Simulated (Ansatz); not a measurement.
**What a change does: single-point calculation on HfS2**

System: HfS2 (P-3m1, 3 atoms in the cell).
Method of run 1: DFT, PBE, plane waves, PAW, no spin polarisation (Ansatz 0.2.0).

The structure derives from a Materials Project entry. The geometry comes from this level: r2scan-rvv10 (a point of a series of volumes). Text and figures count atoms from 1; the logs count them from 0 in places.

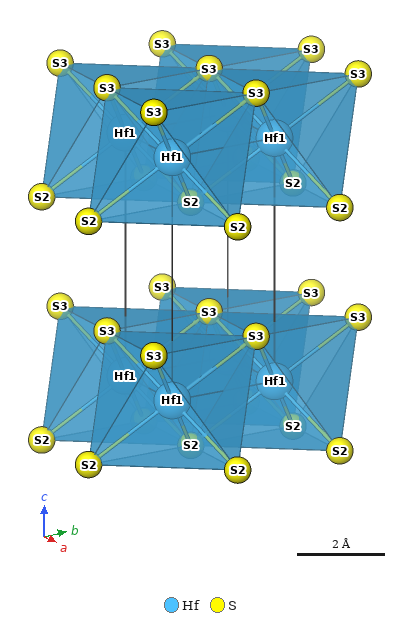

Fig. 1: The structure (polyhedral view of the cell of the calculation, seen slightly off an axis; polyhedra are completed across the faces of the cell; atoms are numbered from 1 in the order of the input).

## The input, run 1
```yaml
crystal:
  lattice:
    - [3.5307357717, 0.0, 0.0]
    - [-1.7653678859, 3.0577068724, 0.0]
    - [0.0, 0.0, 5.7175640498]
  atoms:
    - { symbol: Hf, position: [0.0, 0.0, 0.0] }
    - { symbol: S, position: [0.6666666667, 0.3333333333, 0.7553800777] }
    - { symbol: S, position: [0.3333333333, 0.6666666667, 0.2446199223] }
kpoints:
  mp_grid: { grid: [6, 6, 2] }
hamiltonian:
  xc: pbe
scf:
  occupations: { method: fermi_dirac, width: 0.02 }
  n_extra_bands: 4
output:
  forces: true
  stress: true
  eigenvalues: true
basis:
  ecutwfc: 260
```

Launched with:
```bash
ansatz run input.yaml --threads 2 --pin off --max-ram 3686MiB --backend cpu --events-out ev --progress --plain --runs-dir out
```

Hardware: 2 threads of AMD EPYC (Zen 4), 64 GiB of memory available, shared host.

## Output, shortened to warnings, some set-up lines, iterations and results (run 1)
```
Warning: basis.ecutwfc = 260 eV is below the records' recommended 420 eV, and the density's cutoff is lower with it unless basis.ecutrho_ratio is high enough to keep the records' density cutoff: compare with a run at a higher cutoff
Basis set: ecut = 260 eV, 591 PW (Γ), exchange–correlation on 40×40×64 points (8 copies of the dense FFT grid, shifted against one another)
Symmetry: 12 space group operations
k-points: 14 of 72
Initial density: superposition of atomic densities (neutral atoms: chi_scale 0, normalization atom), corrected by the library's trained network
[...]
SCF iter   1: F=—  HF=-17529.333070 eV  |F-HF|=—  |Δ(HF+E_count)|=         —  Δρ=5.70e-3  dr2=1.12e-2  ethr=1.77e-3  ⟨swp⟩=6.0  Hψ=1327  notcnv=0
SCF iter   2: F=—  HF=-17529.180843 eV  |F-HF|=—  |Δ(HF+E_count)|=   1.52e-1  Δρ=4.66e-3  dr2=1.49e-2  ethr=2.96e-5  ⟨swp⟩=3.0  Hψ=807  notcnv=0
SCF iter   3: F=—  HF=-17529.171917 eV  |F-HF|=—  |Δ(HF+E_count)|=   8.93e-3  Δρ=2.62e-3  dr2=3.03e-3  ethr=2.96e-5  ⟨swp⟩=2.0  Hψ=644  notcnv=0
SCF iter   4: F=—  HF=-17529.170118 eV  |F-HF|=—  |Δ(HF+E_count)|=   1.80e-3  Δρ=4.54e-4  dr2=1.10e-4  ethr=7.98e-6  ⟨swp⟩=2.8  Hψ=578  notcnv=0
SCF iter   5: F=—  HF=-17529.170084 eV  |F-HF|=—  |Δ(HF+E_count)|=   3.40e-5  Δρ=1.27e-4  dr2=1.10e-5  ethr=2.91e-7  ⟨swp⟩=2.0  Hψ=570  notcnv=0
SCF iter   6: F=—  HF=-17529.170127 eV  |F-HF|=—  |Δ(HF+E_count)|=   4.26e-5  Δρ=2.28e-5  dr2=5.04e-7  ethr=2.90e-8  ⟨swp⟩=2.0  Hψ=587  notcnv=0
SCF iter   7: F=-17529.170127 eV  HF=-17529.170127 eV  |F-HF|=3.28e-8  |Δ(HF+E_count)|=   2.62e-7  Δρ=5.49e-6  dr2=3.32e-8  ethr=2.63e-10  ⟨swp⟩=5.2  Hψ=1287  notcnv=0
SCF 1 converged in 7 iterations: F = -17529.170127 eV  dr2 = 3.32e-8
SCF converged after 7 iterations
Free energy (F): -17529.170127 eV
Harris-Foulkes:  -17529.170127 eV  (|F-HF|=3.28e-8)
Internal energy: -17529.170127 eV  (E = F + TS)
E sigma→0 (E₀):  -17529.170127 eV
Fermi energy:    10.754629 eV
--- Per-component energies (eV) ---
  E_band       = -185.383138
  E_kinetic    = 643.959957
  E_local      = -8044.992734  (includes V_loc(G=0)·N_el)
  E_nonlocal   = -1159.186016
  E_hartree    = 3733.581643
  E_xc         = -497.130129
  E_vxc        = -444.763894  (∫ρ·V_xc dr)
  E_paw        = -8155.940876  (= ΣΔE_a)
  E_vpaw       = 1352.430442  (= ΣTr[D̂ρ^β])
  E_aug_tail   = 0.000017  (compensation charges beyond the density's cutoff)
  E_ewald      = -4049.461989
  E_smearing   = -0.000000  (= −TS)
  E_closure    = 0.000000  (closes the sum)
  Σ components = -17529.170127   (vs F -17529.170127, Δ=0.00e0)
--- Forces (eV/Å), atoms counted from 1 ---
  atom   1  Hf     0.00000000    -0.00000000     0.00000000
  atom   2  S     -0.00000000    -0.00000000    -1.25557854
  atom   3  S      0.00000000     0.00000000     1.25557854
  max |Σ_I F_I| component: 2.22e-16 eV/Å
--- Stress (GPa, compression-positive) ---
       12.612906      -0.000000       0.000000
       -0.000000      12.612906       0.000000
        0.000000       0.000000      11.986555
  P = ⅓ Tr σ = 12.4041 GPa (124.041 kbar)
```

The input of run 2 differs as follows (lines with − go, lines with + come):
```diff
-    - [3.5307357717, 0.0, 0.0]
-    - [-1.7653678859, 3.0577068724, 0.0]
-    - [0.0, 0.0, 5.7175640498]
+    - [3.5811816697, 0.0, 0.0]
+    - [-1.7905908349, 3.1013943015, 0.0]
+    - [0.0, 0.0, 5.7992545731]
```

How does run 2 compare with run 1?

With the same functional and potentials, run 2 lies 54.0 meV per atom lower. The gap on the mesh goes from 0.89 to 0.96 eV. The pressure goes from 12.40 to 6.88 GPa. The largest force goes from 1.256 to 0.649 eV/Å. The volume per atom goes from 20.58 to 21.47 Å³. The cell is scaled evenly with the atoms at fixed fractional positions, so −ΔP/Δ ln V estimates the bulk modulus midway between the two volumes: about 130 GPa. The number of SCF iterations is the same. The plane waves at Γ go from 591 to 615.

## Output, shortened to warnings, some set-up lines, iterations and results (run 2)
```
Warning: basis.ecutwfc = 260 eV is below the records' recommended 420 eV, and the density's cutoff is lower with it unless basis.ecutrho_ratio is high enough to keep the records' density cutoff: compare with a run at a higher cutoff
Basis set: ecut = 260 eV, 615 PW (Γ), exchange–correlation on 40×40×64 points (8 copies of the dense FFT grid, shifted against one another)
Symmetry: 12 space group operations
k-points: 14 of 72
Initial density: superposition of atomic densities (neutral atoms: chi_scale 0, normalization atom), corrected by the library's trained network
[...]
SCF iter   1: F=—  HF=-17529.494748 eV  |F-HF|=—  |Δ(HF+E_count)|=         —  Δρ=5.45e-3  dr2=9.29e-3  ethr=1.77e-3  ⟨swp⟩=5.9  Hψ=1308  notcnv=0
SCF iter   2: F=—  HF=-17529.343579 eV  |F-HF|=—  |Δ(HF+E_count)|=   1.51e-1  Δρ=4.62e-3  dr2=1.58e-2  ethr=2.44e-5  ⟨swp⟩=3.7  Hψ=910  notcnv=0
SCF iter   3: F=—  HF=-17529.334029 eV  |F-HF|=—  |Δ(HF+E_count)|=   9.55e-3  Δρ=2.49e-3  dr2=2.86e-3  ethr=2.44e-5  ⟨swp⟩=2.0  Hψ=644  notcnv=0
SCF iter   4: F=—  HF=-17529.332206 eV  |F-HF|=—  |Δ(HF+E_count)|=   1.82e-3  Δρ=4.78e-4  dr2=1.29e-4  ethr=7.53e-6  ⟨swp⟩=2.9  Hψ=594  notcnv=0
SCF iter   5: F=—  HF=-17529.332158 eV  |F-HF|=—  |Δ(HF+E_count)|=   4.79e-5  Δρ=1.23e-4  dr2=1.08e-5  ethr=3.40e-7  ⟨swp⟩=2.0  Hψ=569  notcnv=0
SCF iter   6: F=—  HF=-17529.332158 eV  |F-HF|=—  |Δ(HF+E_count)|=   1.08e-7  Δρ=2.27e-5  dr2=5.30e-7  ethr=2.85e-8  ⟨swp⟩=2.0  Hψ=586  notcnv=0
SCF iter   7: F=-17529.332158 eV  HF=-17529.332158 eV  |F-HF|=3.21e-8  |Δ(HF+E_count)|=   2.52e-7  Δρ=5.30e-6  dr2=2.98e-8  ethr=2.63e-10  ⟨swp⟩=4.9  Hψ=1258  notcnv=0
SCF 1 converged in 7 iterations: F = -17529.332158 eV  dr2 = 2.98e-8
SCF converged after 7 iterations
Free energy (F): -17529.332158 eV
Harris-Foulkes:  -17529.332158 eV  (|F-HF|=3.21e-8)
Internal energy: -17529.332158 eV  (E = F + TS)
E sigma→0 (E₀):  -17529.332158 eV
Fermi energy:    10.129007 eV
--- Per-component energies (eV) ---
  E_band       = -211.558612
  E_kinetic    = 640.304774
  E_local      = -8130.099641  (includes V_loc(G=0)·N_el)
  E_nonlocal   = -1159.520325
  E_hartree    = 3763.629521
  E_xc         = -495.858547
  E_vxc        = -443.070706  (∫ρ·V_xc dr)
  E_paw        = -8155.368241  (= ΣΔE_a)
  E_vpaw       = 1353.563941  (= ΣTr[D̂ρ^β])
  E_aug_tail   = 0.000016  (compensation charges beyond the density's cutoff)
  E_ewald      = -3992.419715
  E_smearing   = -0.000000  (= −TS)
  E_closure    = 0.000000  (closes the sum)
  Σ components = -17529.332158   (vs F -17529.332158, Δ=0.00e0)
--- Forces (eV/Å), atoms counted from 1 ---
  atom   1  Hf     0.00000000    -0.00000000     0.00000000
  atom   2  S     -0.00000000    -0.00000000    -0.64927571
  atom   3  S      0.00000000     0.00000000     0.64927571
  max |Σ_I F_I| component: 4.63e-18 eV/Å
--- Stress (GPa, compression-positive) ---
        6.831372      -0.000000       0.000000
        0.000000       6.831372      -0.000000
        0.000000      -0.000000       6.972133
  P = ⅓ Tr σ = 6.8783 GPa (68.783 kbar)
```

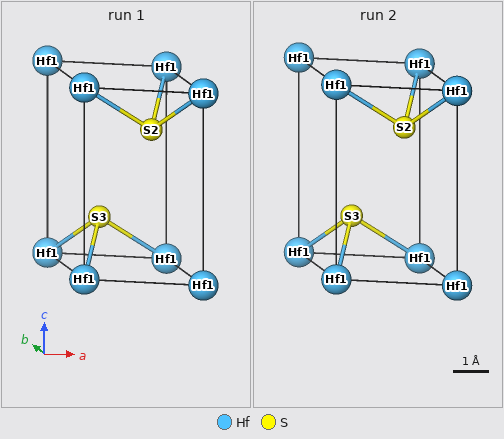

Fig. 2: The two input geometries at one scale (ball-and-stick view of the cell of the calculation, seen slightly off an axis). The atoms keep their places relative to the cell (all moves are under 0.005 Å). The drawn cell changes as follows: a = b 3.531 → 3.581 Å (+1.4 %), c 5.718 → 5.799 Å (+1.4 %); the volume changes by +4.3 %. Among the contacts that change: Hf1–S2 2.472 → 2.507 Å.

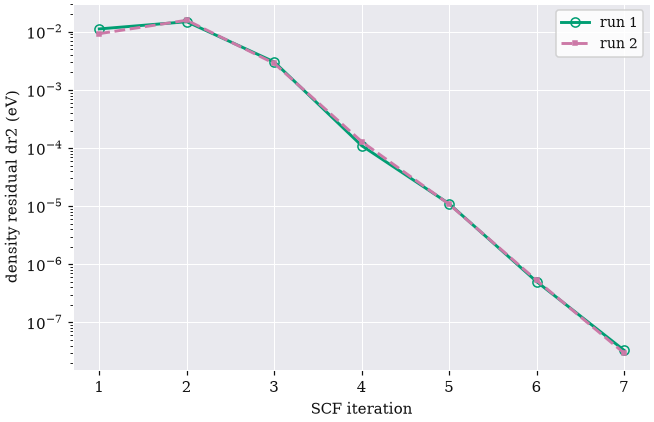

Fig. 3: Convergence of the two runs: density residual dr2 against the SCF iteration. Run 1 takes 7 iterations in all, and run 2 takes 7.

## The two runs side by side

| quantity | run 1 | run 2 |
| --- | --- | --- |
| outcome | converged | converged |
| free energy per atom (eV) | −5843.0567 | −5843.1107 |
| gap on the mesh (eV) | 0.89 | 0.96 |
| pressure (GPa) | 12.40 | 6.88 |
| volume per atom (Å³) | 20.58 | 21.47 |
| largest force (eV/Å) | 1.256 | 0.649 |
| SCF iterations | 7 | 7 |
| irreducible k-points | 14 | 14 |
| plane waves at Γ | 591 | 615 |

For both runs: Warnings: the cutoff is below the recommended one. Spin–orbit coupling is left out, which matters for Hf.
